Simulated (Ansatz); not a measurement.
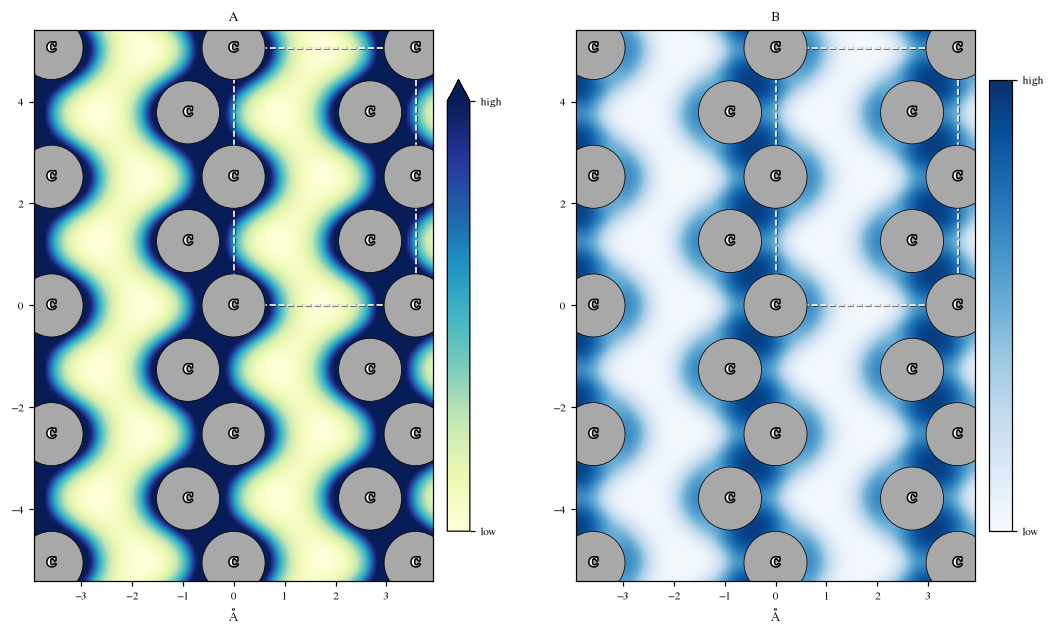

C: 2 fields on the (011) plane of the conventional cell, with unlabelled colour scales. Grey discs cover the atomic cores.

Space group Fd-3m.

Method: Ansatz, DFT PBE, scalar-relativistic, plane waves, PAW.

```
C
1.0
     3.57148    0.00000    0.00000
     0.00000    3.57148    0.00000
     0.00000    0.00000    3.57148
C
8
Direct
  0.50000 0.00000 0.00000
  0.00000 0.50000 0.00000
  0.00000 0.00000 0.50000
  0.50000 0.50000 0.50000
  0.75000 0.25000 0.25000
  0.25000 0.75000 0.25000
  0.25000 0.25000 0.75000
  0.75000 0.75000 0.75000
```

Q: Which field does each panel show? The fields are: electron localisation function and valence pseudo-density.

A: Panel A: valence pseudo-density. Panel B: electron localisation function. From the grid: C–C (1.55 Å): ρ is about 1.6 e/Å³ halfway; the ELF peaks at about 0.95 between the atoms, as expected for a covalent bond.
